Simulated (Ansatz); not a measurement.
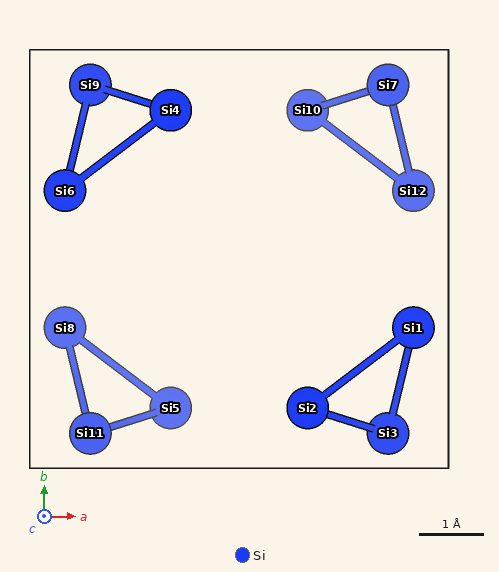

Crystalline Si (a generated structure, set up in P23) (coarse preliminary run), before the relaxation. A ball-and-stick model of the cell of the calculation, seen along the c axis.

Computed with DFT PBE, scalar-relativistic, plane waves, PAW in Ansatz.

Input
```yaml
crystal:
  lattice:
    - [6.58987394, 0.0, 0.0]
    - [0.0, 6.58987394, 0.0]
    - [0.0, 0.0, 6.58987394]
  atoms:
    - { symbol: Si, position: [0.91628201, 0.33631499, 0.85557501] }
    - { symbol: Si, position: [0.66368501, 0.14442499, 0.91628201] }
    - { symbol: Si, position: [0.85557501, 0.08371799, 0.66368501] }
    - { symbol: Si, position: [0.33631499, 0.85557501, 0.91628201] }
    - { symbol: Si, position: [0.33631499, 0.14442499, 0.08371799] }
    - { symbol: Si, position: [0.08371799, 0.66368501, 0.85557501] }
    - { symbol: Si, position: [0.85557501, 0.91628201, 0.33631499] }
    - { symbol: Si, position: [0.08371799, 0.33631499, 0.14442499] }
    - { symbol: Si, position: [0.14442499, 0.91628201, 0.66368501] }
    - { symbol: Si, position: [0.66368501, 0.85557501, 0.08371799] }
    - { symbol: Si, position: [0.14442499, 0.08371799, 0.33631499] }
    - { symbol: Si, position: [0.91628201, 0.66368501, 0.14442499] }
basis:
  ecutwfc: 420
kpoints:
  mp_grid: { grid: [4, 4, 4] }
hamiltonian:
  xc: pbe
scf:
  occupations: { method: gaussian, width: 0.1 }
  lower_state_search: "off"
output:
  forces: true
  stress: true
  eigenvalues: true
relax:
  adjacent_minimum: "off"
  f_tol: 0.04
  max_steps: 70
  cell: { stress_tol: 0.4 }
```

Launched with:
```bash
ansatz run input.yaml --threads 1 --pin off --max-ram 2560MiB --backend cpu --events-out ev --progress --plain --runs-dir out
```

Q: What does the optimiser find from here?

A: The largest moves relative to the cell, 0.38 Å, are those of 12 atoms (Si1, Si2, Si3, Si4 and others). Si1 goes roughly along [−2 2 1]. Cell: a = b = c 6.590 → 6.913 Å (+4.9 %). Volume +15.5 %. Among the contacts that change: Si1–Si12 2.877 → 2.508 Å, Si10–Si12 2.128 → 2.383 Å, Si1–Si8 2.200 → 2.426 Å, Si1–Si6 2.423 → 2.505 Å. Bond angles that change, for instance: Si2–Si5–Si11 152.3° → 178.1°, Si2–Si5–Si8 141.4° → 121.1°, Si4–Si5–Si11 103.3° → 119.9°. The space group (tolerance 0.01 Å) goes from P23 (No. 195) to P-43m (No. 215). The energy falls by 417 meV per atom in 4 accepted moves (5 points after the start). The largest force component goes from 3.6 to 0.008 eV/Å. Pressure: 18.41 GPa at the start and 0.22 GPa at the end. At 1 point the geometry stayed and the basis and grid were re-selected for the new cell (energy shift of 0.9 meV per atom at most each time).

Final geometry:

```
CELL_PARAMETERS angstrom
6.91342 0.00000 0.00000
0.00000 6.91342 0.00000
0.00000 0.00000 6.91342
ATOMIC_POSITIONS crystal
Si 0.87607 0.36781 0.87576
Si 0.63219 0.12424 0.87607
Si 0.87576 0.12393 0.63219
Si 0.36781 0.87576 0.87607
Si 0.36781 0.12424 0.12393
Si 0.12393 0.63219 0.87576
Si 0.87576 0.87607 0.36781
Si 0.12393 0.36781 0.12424
Si 0.12424 0.87607 0.63219
Si 0.63219 0.87576 0.12393
Si 0.12424 0.12393 0.36781
Si 0.87607 0.63219 0.12424
```

The end point in the same view:

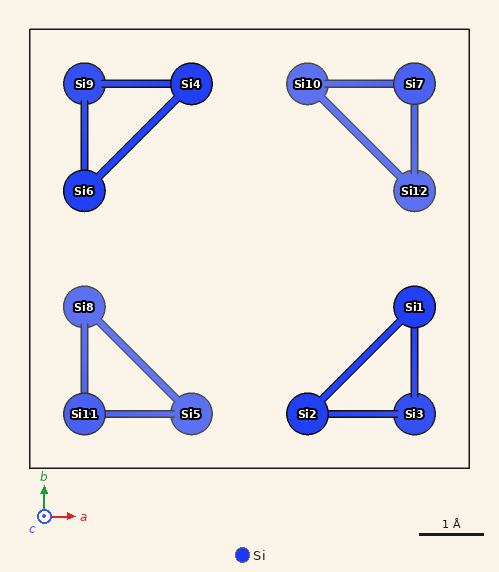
